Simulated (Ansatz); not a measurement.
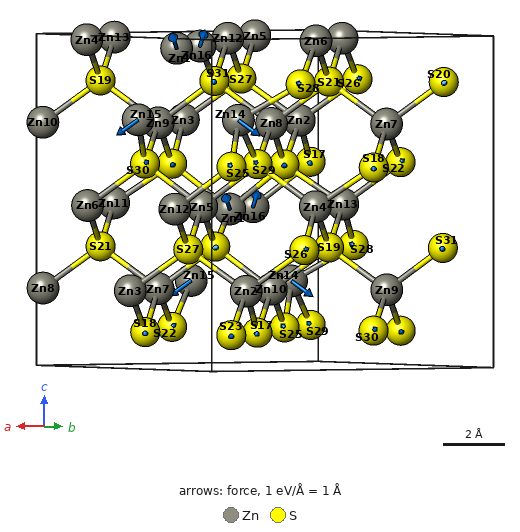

Starting geometry of a defect cell of composition Zn$_{16}$S$_{15}$ (cell charge +1) with the computed forces as blue arrows. Style: ball-and-stick. Shown: the conventional cell (2 times the calculation's cell) (origin shifted), from a free direction. Lengths and directions refer to the drawn axes.

Case: S vacancy (site d), charge +1, atoms relaxed at the host's cell.

Theory: DFT PBE, scalar-relativistic, plane waves, PAW (Ansatz). Settings: plane-wave cutoff 420 eV; k-point mesh 2 × 2 × 2; occupations gaussian; smearing width 0.01 eV; mesh shifted by (0.5, 0.5, 0.5); collinear spin; atoms relaxed in a fixed cell; force threshold 0.025 eV/Å; at most 45 steps.

Question: What follows when this structure is relaxed?

Answer: It isn't relaxed: the largest force vector, on Zn atoms, is 0.92 eV/Å. The atoms end up moving mostly along the starting forces (cosine between the two patterns 0.85). The largest moves, 0.46 Å, are those of Zn atoms. By element the largest moves are Zn 0.46 Å, S 0.06 Å. The lattice vectors keep their values. Some distances before and after: S–Zn 2.410 → 2.313 Å, S–Zn 2.382 → 2.343 Å, S–Zn 2.384 → 2.368 Å, S–Zn 2.358 → 2.354 Å. Among the angles between lasting bonds that change: Zn–S–Zn 115.6° → 105.1°, S–Zn–S 103.3° → 113.5°, Zn–S–Zn 108.5° → 111.5°. After 4 geometry steps the energy has fallen by 0.912 eV per cell of the calculation. Largest force component: 0.53 eV/Å at the start, 0.0028 eV/Å at the end.

Limits of the set-up: the cell is charged, on a uniform background, and energies carry no finite-size correction.
